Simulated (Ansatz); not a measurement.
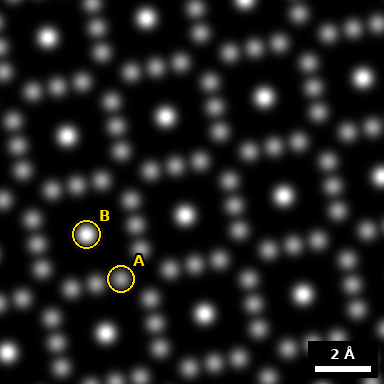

Dark-field STEM-like image of B (Pm-3n, No. 223) along [001]. Simulation: incoherent imaging, intensity Z^1.7 per atom, probe width 0.51 Å, thin sample. The display is stretched by a gamma of 0.8; percentages refer to the linear signal. Atomic positions: the end point of a relaxation with DFT PBE, scalar-relativistic, plane waves, PAW (Ansatz 0.2.0); the starting structure was generated, so it need not be a known form of this composition.

```
B
1.0
     3.66202    0.00000    0.00000
     0.00000    3.66202    0.00000
     0.00000    0.00000    3.66202
B
8
Direct
  0.50000 0.50000 0.50000
  0.00000 0.00000 0.00000
  0.25000 0.00000 0.50000
  0.50000 0.25000 0.00000
  0.50000 0.75000 0.00000
  0.75000 0.00000 0.50000
  0.00000 0.50000 0.75000
  0.00000 0.50000 0.25000
```

Q: Name the elements in each circled column.

A: B (1 B per 3.66 Å along the beam; about 50 % of the brightest peak). B: B (2 B per 3.66 Å along the beam; the brightest kind). Brightness is counted from the darkest point of the image.
